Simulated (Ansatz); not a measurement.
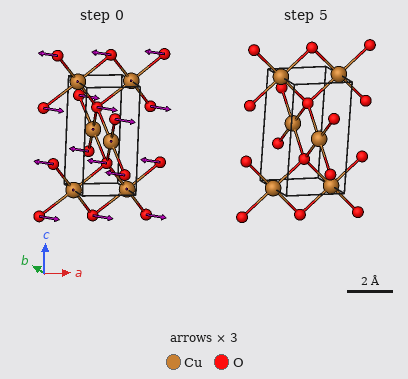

The structure of a crystal of CuO (set up in Cc) before (left) and after (right) a relaxation, at one scale. The purple arrows give the displacements (the part carried along by the change of the cell is left out), 3 times their true length.

Style: ball-and-stick. Shown: the cell of the calculation, slightly off an axis.

Case: relaxed ecut: 650 eV.

The calculation used DFT r2SCAN, scalar-relativistic, plane waves, PAW in Ansatz 0.2.0. Set-up: plane-wave cutoff 650 eV; k-point mesh 16 × 16 × 8; occupations gaussian; smearing width 0.1 eV; collinear spin; cell and atoms relaxed; force threshold 0.01 eV/Å; at most 60 steps.

What changed between the two?

Answer. The run was cut off at its time limit before the program reported convergence, but its last step already meets the force threshold: the largest component is 0.0012 eV/Å against 0.01 eV/Å. The pressure is within 0.01 GPa of its target. The largest moves relative to the cell, 0.33 Å, are those of O atoms. Largest moves by element: O 0.33 Å, Cu 0.03 Å. The drawn cell changes as follows: a = b 2.904 → 2.886 Å (−0.6 %), c 5.132 → 5.162 Å (+0.6 %), α 97.8° → 90.2°, β 97.8° → 90.2°, γ 72.3° → 88.7°; the volume changes by +5.7 %. Near-neighbour distances that change, for instance: Cu–O 2.019 → 1.936 Å, Cu–O 1.977 → 1.936 Å, Cu–O 1.907 → 1.936 Å. Among the angles between lasting bonds that change: Cu–O–Cu 146.0° → 117.7°, Cu–O–Cu 101.7° → 115.5°, Cu–O–Cu 106.3° → 115.6°. Within 0.06 Å the space group is Cc at the start and Cccm at the end; at a tighter tolerance small leftover displacements or strains of the cell lower it. After 5 geometry steps the energy has fallen by 0.189 eV per cell of the calculation. The largest force component goes from 0.69 to 0.0012 eV/Å. The pressure goes from 0.11 to 0.01 GPa.
